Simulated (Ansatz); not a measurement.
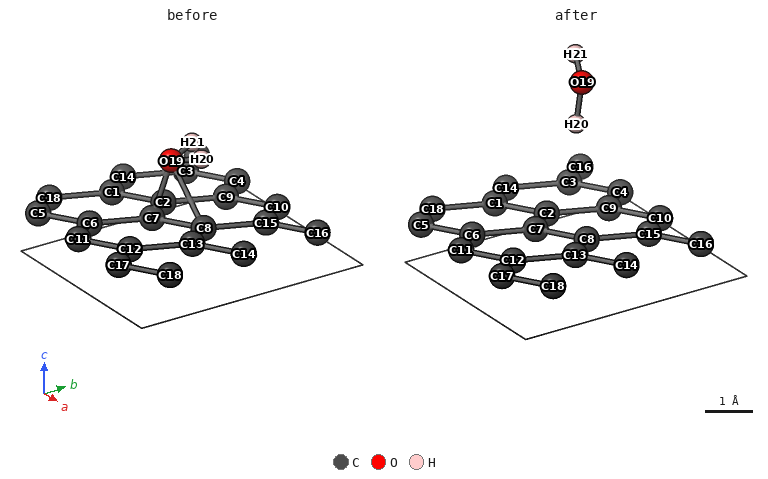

The structure of a slab of composition H$_{2}$C$_{18}$O before (left) and after (right) a relaxation, at one scale.

A ball-and-stick model of the cell of the calculation, outlined in the plane, without the vacuum (origin shifted), seen slightly off an axis.

It is H2O on graphene monolayer, set down by a guess. The run prepares an end point of a later path (molecule hop) calculation, from a guessed geometry.

Theory: Ansatz, DFT PBEsol, scalar-relativistic, plane waves, PAW.

Input
```yaml
crystal:
  lattice:
    - [7.398, 0.0, 0.0]
    - [-3.699, 6.406856, 0.0]
    - [0.0, 0.0, 12.0]
  atoms:
    - { symbol: C, position: [0.0, 0.0, 0.0833333] }
    - { symbol: C, position: [0.2222222, 0.1111111, 0.0833333] }
    - { symbol: C, position: [0.0, 0.3333333, 0.0833333] }
    - { symbol: C, position: [0.2222222, 0.4444444, 0.0833333] }
    - { symbol: C, position: [0.0, 0.6666667, 0.0833333] }
    - { symbol: C, position: [0.2222222, 0.7777778, 0.0833333] }
    - { symbol: C, position: [0.3333333, 0.0, 0.0833333] }
    - { symbol: C, position: [0.5555556, 0.1111111, 0.0833333] }
    - { symbol: C, position: [0.3333333, 0.3333333, 0.0833333] }
    - { symbol: C, position: [0.5555556, 0.4444444, 0.0833333] }
    - { symbol: C, position: [0.3333333, 0.6666667, 0.0833333] }
    - { symbol: C, position: [0.5555556, 0.7777778, 0.0833333] }
    - { symbol: C, position: [0.6666667, 0.0, 0.0833333] }
    - { symbol: C, position: [0.8888889, 0.1111111, 0.0833333] }
    - { symbol: C, position: [0.6666667, 0.3333333, 0.0833333] }
    - { symbol: C, position: [0.8888889, 0.4444444, 0.0833333] }
    - { symbol: C, position: [0.6666667, 0.6666667, 0.0833333] }
    - { symbol: C, position: [0.8888889, 0.7777778, 0.0833333] }
    - { symbol: O, position: [0.4152359, 0.0412521, 0.195] }
    - { symbol: H, position: [0.5606401, 0.0989923, 0.2116667] }
    - { symbol: H, position: [0.3861966, 0.1510232, 0.2116667] }
basis:
  ecutwfc: 420.0
kpoints:
  mp_grid: { grid: [2, 2, 1] }
hamiltonian:
  xc: pbesol
scf:
  occupations: { method: gaussian, width: 0.05 }
  lower_state_search: "off"
relax:
  f_tol: 0.03
  max_steps: 60
  adjacent_minimum: "off"
```

Launched with:
```bash
ansatz run input.yaml --threads 1 --pin off --max-ram 3072MiB --backend cpu --events-out ev --progress --plain --runs-dir out
```

What changed between the two?

Answer. The largest move relative to the layer's centre is that of H21, 2.01 Å along the normal (+c). By element the largest moves are H 2.01 Å, O 1.89 Å, C 0.25 Å. The lattice vectors keep their values. Some distances before and after: C7–O19 1.439 → 3.553 Å, C8–O19 1.614 → 3.380 Å, C10–C17 1.424 → 1.441 Å, O19–H20 0.959 → 0.973 Å. Bonds break: C7–O19 (1.44 → 3.55 Å), C8–O19 (1.61 → 3.38 Å). After 30 accepted moves (38 points after the start) the energy has fallen by 7.593 eV per cell of the calculation. The largest force component goes from 14 to 0.022 eV/Å. The line search rejected the trial steps at points 11, 14, 15, 19, 21, 29, 34 of the run. 1 step only repeated the SCF at the same geometry. The forces were under the threshold at step 28, but the run went on from there.

Limits of the set-up: the periodic images lie only 7.4 Å apart, so the values are limited by the cell's size.
